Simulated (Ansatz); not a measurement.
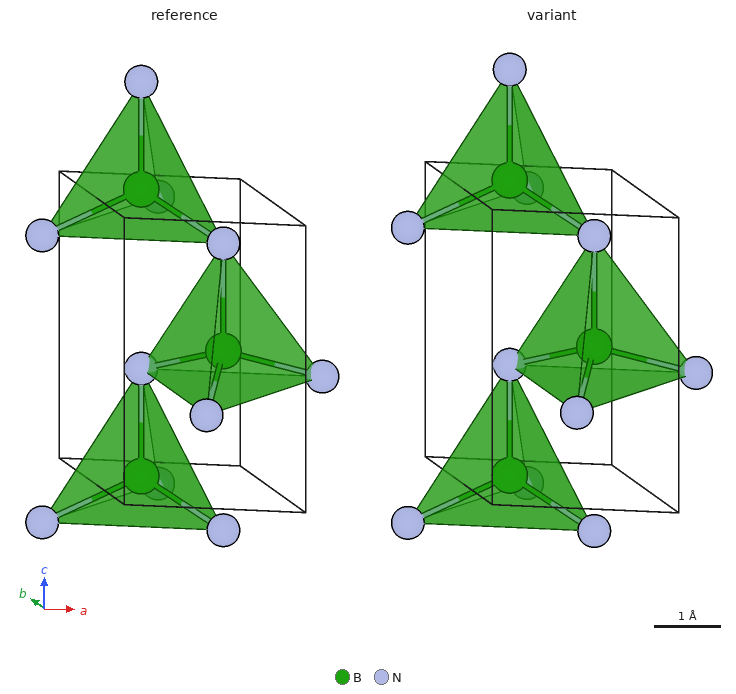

Left: a symmetric starting cell of BN (made from another compound by putting B in place of Ga). Right: the same structure after one change, at the same scale. A polyhedral model of the cell of the calculation, seen slightly off an axis.

Method: DFT PBE, scalar-relativistic, plane waves, PAW in Ansatz. (plane-wave cutoff 420 eV; k-point mesh 9 × 9 × 6; occupations gaussian; smearing width 0.02 eV; no spin polarisation)

What distinguishes the right structure from the left one?

Answer. All lengths are scaled by +2.9 % (volume +8.8 %), the atoms keeping their fractional coordinates. No relaxation follows. The starting cell wasn't computed here and needn't be at equilibrium, so pressure and forces aren't due to the change alone.

And its effect?

Answer. The pressure is −66.5 GPa (not all of it need come from the change, since the unchanged cell can be under pressure at this level too). The principal stresses (compression positive) are −62.4 GPa along c and −68.5 GPa across it. The largest forces, 0.043 eV/Å, act on B and N. Among the bonded contacts that change: B–N 1.714 → 1.757 to 1.765 Å. The space group stays P6_3mc (No. 186).
